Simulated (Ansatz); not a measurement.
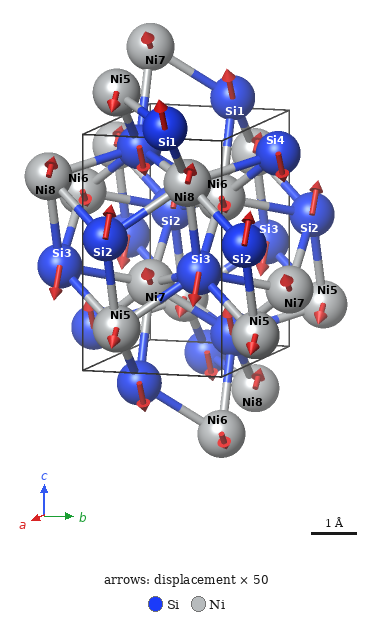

A relaxation of a crystal of SiNi (set up in Pnma). The starting structure is drawn; red arrows show the displacements (the part carried along by the change of the cell is left out), 50 times their true length.

A ball-and-stick model of the cell of the calculation, seen slightly off an axis.

Case: volume × 0.94, shape and atoms relaxed.

Level of theory: Ansatz, DFT PBEsol, scalar-relativistic, plane waves, PAW. Set-up: plane-wave cutoff 420 eV; k-point mesh 8 × 10 × 6; occupations gaussian; smearing width 0.1 eV; no spin polarisation; cell relaxed at fixed volume; force threshold 0.01 eV/Å; at most 30 steps.

Atoms of which element are displaced furthest, and by how much?

Silicon: up to 0.017 Å, against 0.011 Å for nickel.

What did the optimiser do to the structure, and how much energy did it gain?

The largest moves relative to the cell, 0.017 Å, are those of Si1, Si2, Si3 and Si4. Si3 goes along [2 0 −3]. By element the largest moves are Si 0.017 Å, Ni 0.011 Å. The drawn cell changes at constant volume: a 4.985 → 4.976 Å (−0.2 %), b 3.301 → 3.327 Å (+0.8 %), c 5.395 → 5.362 Å (−0.6 %). Some distances before and after: Si1–Ni8 2.224 → 2.233 Å. The space group stays Pnma (No. 62). After 5 accepted moves (6 points after the start) the energy has fallen by 0.6 meV per atom. Largest force component: 0.068 eV/Å at the start, 0.0011 eV/Å at the end. Pressure: 13.44 GPa at the start and 12.91 GPa at the end. The SCF was repeated once at an unchanged geometry on a basis and grid sized afresh for the cell, which shifted the energy by less than 0.05 meV per atom at most.

Limits of the set-up: an element that often carries a moment was run without spin polarisation.
